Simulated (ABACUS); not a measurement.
**Band-structure run, with input and output: NaCl (part 2 of 2)**

The same run, continued: NaCl (2 atoms in the cell); Kohn-Sham DFT of a periodic cell, BP86, SSSP 1.3 efficiency PBE, no spin polarisation (ABACUS 3.10.1); cutoff 748.31 eV, 6×6×6 k-mesh, fermi-dirac of 0.05 eV. The structure derives from a Materials Project entry.

Geometry of the input (Å; fractional positions):
```
0.0000  2.7941  2.7941
2.7941  0.0000  2.7941
2.7941  2.7941  0.0000
Cl 0.5000  0.5000  0.5000
Na 0.0000  0.0000  0.0000
```

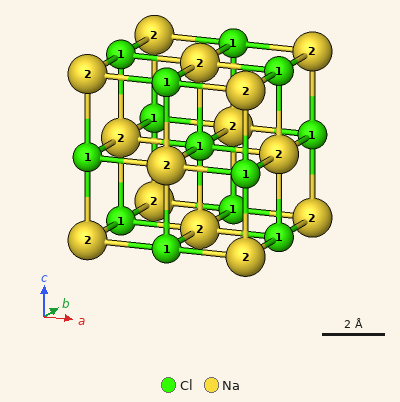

The structure as given in the input (ball-and-stick view of the cell 4 times as large as that of the calculation, set on its symmetry axes, seen slightly off an axis; atoms are numbered from 1 in the order of the input).

**The program's output, continued**
```
 Notice: Threshold on eigenvalues was too large.
 hsover_error=0.16 > DRHO=0.0477519
 Origin diag ethr = 0.01
 New diag ethr = 0.000298449

 Density error is 0.047372692533
                          Error Threshold = 0.000298449319933
----------------------------------------------------------
     Energy           Rydberg                 eV
----------------------------------------------------------
 E_KohnSham     -129.0669485801      -1756.0459241626
 E_Harris       -129.0557923487      -1755.8941358470
 E_Fermi        0.1177707401         1.6023531228
----------------------------------------------------------

 PW ALGORITHM --------------- ION=   1  ELEC=   2--------------------------------

 Density error is 0.00326493843048
                          Error Threshold = 0.000296079328331
----------------------------------------------------------
     Energy           Rydberg                 eV
----------------------------------------------------------
 E_KohnSham     -129.0778017417      -1756.1935890021
 E_Harris       -129.1464797347      -1757.1280010332
 E_Fermi        0.2734849264         3.7209533164
----------------------------------------------------------

 PW ALGORITHM --------------- ION=   1  ELEC=   3--------------------------------

 Density error is 0.000349923060634
                          Error Threshold = 2.04058651905e-05
----------------------------------------------------------
     Energy           Rydberg                 eV
----------------------------------------------------------
 E_KohnSham     -129.0783248282      -1756.2007059586
 E_Harris       -129.1083156460      -1756.6087519685
 E_Fermi        0.2756802493         3.7508222170
----------------------------------------------------------

 PW ALGORITHM --------------- ION=   1  ELEC=   4--------------------------------

 Density error is 1.98238335583e-06
                          Error Threshold = 2.18701912896e-06
----------------------------------------------------------
     Energy           Rydberg                 eV
----------------------------------------------------------
 E_KohnSham     -129.0783568166      -1756.2011411834
 E_Harris       -129.0694746718      -1756.0802934029
 E_Fermi        0.2759827556         3.7549380254
----------------------------------------------------------

 PW ALGORITHM --------------- ION=   1  ELEC=   5--------------------------------

 Density error is 2.51258610991e-07
                          Error Threshold = 1.23898959739e-08
----------------------------------------------------------
     Energy           Rydberg                 eV
----------------------------------------------------------
 E_KohnSham     -129.0783582127      -1756.2011601772
 E_Harris       -129.0775516017      -1756.1901856720
 E_Fermi        0.2760831336         3.7563037389
----------------------------------------------------------

 PW ALGORITHM --------------- ION=   1  ELEC=   6--------------------------------

 Density error is 3.15283918686e-08
                          Error Threshold = 1.57036631869e-09
----------------------------------------------------------
     Energy           Rydberg                 eV
----------------------------------------------------------
 E_KohnSham     -129.0783582910      -1756.2011612425
 E_Harris       -129.0788640158      -1756.2080419826
 E_Fermi        0.2760403313         3.7557213839
----------------------------------------------------------

 PW ALGORITHM --------------- ION=   1  ELEC=   7--------------------------------

 Density error is 1.52500887688e-10
                          Error Threshold = 1.97052449179e-10
----------------------------------------------------------
     Energy           Rydberg                 eV
----------------------------------------------------------
 E_KohnSham     -129.0783582963      -1756.2011613157
 E_KS(sigma->0) -129.0783582963      -1756.2011613157
 E_Harris       -129.0783233801      -1756.2006862559
 E_band         -17.2532316784       -234.7422597399
 E_one_elec     -80.6157997599       -1096.8342255623
 E_Hartree      45.0720547611        613.2367653188
 E_xc           -24.0898753183       -327.7595684389
 E_Ewald        -69.4447379791       -944.8441326334
 E_entropy(-TS) 0.0000000000         0.0000000000
 E_descf        0.0000000000         0.0000000000
 E_exx          0.0000000000         0.0000000000
 E_Fermi        0.2760440427         3.7557718800
----------------------------------------------------------

 charge density convergence is achieved
 final etot is -1756.2011613 eV
 EFERMI = 3.75577188 eV

 STATE ENERGY(eV) AND OCCUPATIONS    NSPIN == 1
 1/4 kpoint (Cartesian) = 0.0000 0.0000 0.0000 (2085 pws)
       1       -47.7753     0.00925926
       2       -19.6901     0.00925926
       3       -19.6901     0.00925926
       4       -19.6901     0.00925926
       5       -11.6154     0.00925926
       6        1.11146     0.00925926
       7        1.11146     0.00925926
       8        1.11146     0.00925926
       9        6.33245    3.85341e-25
      10        12.1453    1.24672e-75
      11        12.1453    1.24672e-75
      12        12.1453    1.24672e-75
      13        14.2475        0.00000
      14        14.2475        0.00000
      15        16.1935        0.00000
      16        18.5429        0.00000
      17        18.5429        0.00000
      18        18.5429        0.00000

 2/4 kpoint (Cartesian) = 0.11785 0.11785 0.11785 (2022 pws)
       1       -47.7751      0.0740741
       2       -19.6985      0.0740741
       3       -19.6907      0.0740741
       4       -19.6907      0.0740741
       5       -11.5286      0.0740741
       6       0.483453      0.0740741
       7        1.03716      0.0740741
       8        1.03716      0.0740741
       9        7.16098    1.96052e-31
      10        11.4181    2.06800e-68
      11        12.4390    2.80621e-77
      12        12.4390    2.80621e-77
      13        13.9787        0.00000
      14        13.9787        0.00000
      15        17.3247        0.00000
      16        18.6466        0.00000
      17        19.8152        0.00000
      18        19.8152        0.00000

 3/4 kpoint (Cartesian) = 0.23570 0.23570 0.23570 (2030 pws)
       1       -47.7747      0.0740741
       2       -19.7149      0.0740741
       3       -19.6919      0.0740741
       4       -19.6919      0.0740741
       5       -11.3470      0.0740741
       6      -0.489439      0.0740741
       7       0.895737      0.0740741
       8       0.895737      0.0740741
       9        8.24143    8.08592e-41
      10        11.3254    1.31970e-67
      11        12.2798    6.77487e-76
      12        12.2798    6.77487e-76
      13        15.0758        0.00000
      14        15.0758        0.00000
      15        16.6278        0.00000
      16        20.4028        0.00000
      17        21.2798        0.00000
      18        21.2798        0.00000

 4/4 kpoint (Cartesian) = 0.35355 0.35355 0.35355 (2036 pws)
       1       -47.7744      0.0370370
       2       -19.7231      0.0370370
       3       -19.6924      0.0370370
       4       -19.6924      0.0370370
       5       -11.2518      0.0370370
       6      -0.901751      0.0370370
       7       0.828266      0.0370370
       8       0.828266      0.0370370
       9        8.41425    1.27529e-42
      10        12.0051    8.24380e-74
      11        12.0573    2.90049e-74
      12        12.0573    2.90049e-74
      13        16.3604        0.00000
      14        17.0238        0.00000
      15        17.0238        0.00000
      16        18.5583        0.00000
      17        18.5583        0.00000
      18        18.6338        0.00000

------------------------------------------------------------------------------------------
 TOTAL-FORCE (eV/Angstrom)
------------------------------------------------------------------------------------------
                       Cl1         0.0000000000         0.0000000000         0.0000000000
                       Na1         0.0000000000         0.0000000000         0.0000000000
------------------------------------------------------------------------------------------

----------------------------------------------------------------
 TOTAL-STRESS (KBAR)
----------------------------------------------------------------
        18.8196042150        -0.0000000000         0.0000000000
         0.0000000000        18.8196042150         0.0000000000
        -0.0000000000         0.0000000000        18.8196042150
----------------------------------------------------------------
 TOTAL-PRESSURE: 18.819604 KBAR

 --------------------------------------------
 !FINAL_ETOT_IS -1756.2011613157310421 eV
 --------------------------------------------
```

**Standard output**
```
ABACUS v3.10.1

               Atomic-orbital Based Ab-initio Computation at UStc

 dft_functional readin is: GGA_X_B88+GGA_C_P86
 dft_functional in pseudopot file is: PBE
 Please make sure this is what you need
 dft_functional readin is: GGA_X_B88+GGA_C_P86
 dft_functional in pseudopot file is: PBE
 Please make sure this is what you need

%%%%%%%%%%%%%%%%%%%%%%%%%%%%%%%%%%%%%%%%%%%%%%%%%%%%%%%%%%%%%%%%%%%%%%%%%%%%%%%%%%%%%%%%%%%%%%%%%%%%%%%%%
 Warning: the number of valence electrons in pseudopotential > 1 for Na: [Ne] 3s1
 Pseudopotentials with additional electrons can yield (more) accurate outcomes, but may be less efficient.
 If you're confident that your chosen pseudopotential is appropriate, you can safely ignore this warning.
%%%%%%%%%%%%%%%%%%%%%%%%%%%%%%%%%%%%%%%%%%%%%%%%%%%%%%%%%%%%%%%%%%%%%%%%%%%%%%%%%%%%%%%%%%%%%%%%%%%%%%%%%

 UNIFORM GRID DIM        : 36 * 36 * 36
 UNIFORM GRID DIM(BIG)   : 50 * 50 * 50
 UNIFORM GRID DIM(DENSE) : 50 * 50 * 50
func,idGGA_X_B88 106
func,idGGA_C_P86 132
 ---------------------------------------------------------
 Self-consistent calculations for electrons
 ---------------------------------------------------------
 SPIN    KPOINTS         PROCESSORS  THREADS
 1       16              4           4
 ---------------------------------------------------------
 Use plane wave basis
 ---------------------------------------------------------
 ELEMENT NATOM       XC
 Cl      1
 Na      1
 ---------------------------------------------------------
 Initial plane wave basis and FFT box
 ---------------------------------------------------------
 -------------------------------------------
 SELF-CONSISTENT :
 -------------------------------------------
 START CHARGE      : atomic
 ITER       ETOT/eV          EDIFF/eV         DRHO     TIME/s
 DA1     -1.75604592e+03   0.00000000e+00   4.7373e-02   3.06
 DA2     -1.75619359e+03  -1.47664839e-01   3.2649e-03   1.42
 DA3     -1.75620071e+03  -7.11695654e-03   3.4992e-04   1.52
 DA4     -1.75620114e+03  -4.35224831e-04   1.9824e-06   1.43
 DA5     -1.75620116e+03  -1.89938211e-05   2.5126e-07   1.49
 DA6     -1.75620116e+03  -1.06521582e-06   3.1528e-08   1.61
 DA7     -1.75620116e+03  -7.32663575e-08   1.5250e-10   1.20
----------------------------------------------------------------
 TOTAL-STRESS (KBAR)
----------------------------------------------------------------
        18.8196042150        -0.0000000000         0.0000000000
         0.0000000000        18.8196042150         0.0000000000
        -0.0000000000         0.0000000000        18.8196042150
----------------------------------------------------------------
 TOTAL-PRESSURE: 18.819604 KBAR
```

**Key numbers**

| quantity | value |
| --- | --- |
| outcome | converged |
| space group (tolerance 0.01 Å) | Fm-3m (225) |
| electrons treated | 16 |
| free energy | −1756.2012 eV |
| Fermi energy of the self-consistent step | 3.756 eV |
| gap on the k-point mesh | 5.22 eV |
| pressure | 1.88 GPa |
| largest force (length of the vector) | under 0.001 eV/Å |
| hardware | 4 threads of Intel Xeon @ 2.90GHz (Ice Lake), 16 GiB of memory available, shared host |
| wall time | 30 s (CPU time 2 min) |
| peak memory | 0.92 GiB |
